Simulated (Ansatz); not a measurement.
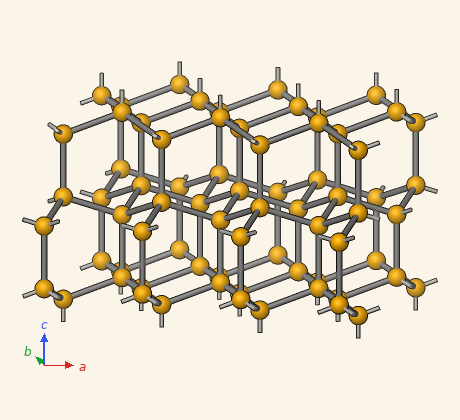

The net above was derived from one of the structures below (computed or model cells, partly hypothetical) by pruning terminal atoms and folding two-connected atoms into edges (only the bonds listed count; of a layer or chain structure one layer or chain is shown).

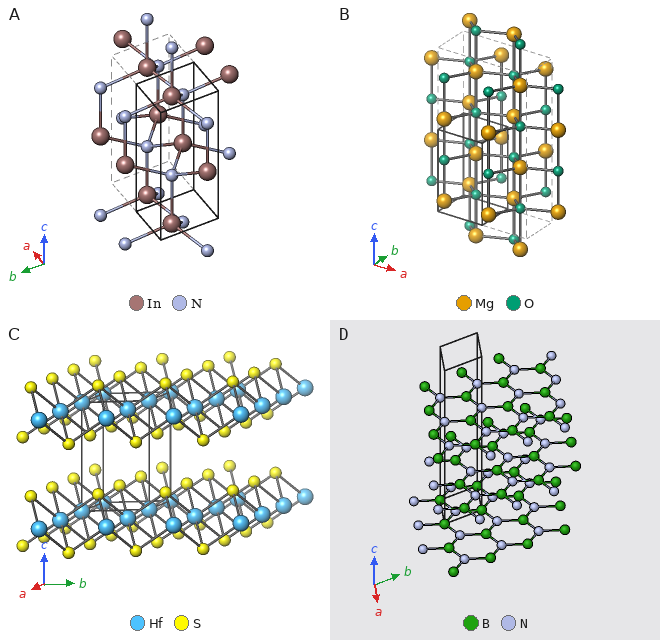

A: InN (bonds: In–N below 2.4 Å)
B: MgO (bonds: Mg–O below 2.4 Å)
C: HfS₂ (bonds: Hf–S below 2.9 Å)
D: BN (bonds: B–N below 1.6 Å)
All are geometries used in or obtained from electronic-structure calculations.

Question: Which structure gives this net?

Answer: A, InN: a uninodal 4-connected, three-periodic net; In and N are 4-connected nodes. It is the lon net, known from lonsdaleite, wurtzite and tridymite. The others give a uninodal 5-connected, three-periodic net (B), a binodal (3,6)-connected, two-periodic (layers) net (C) and a uninodal 3-connected, two-periodic (layers) net (D).
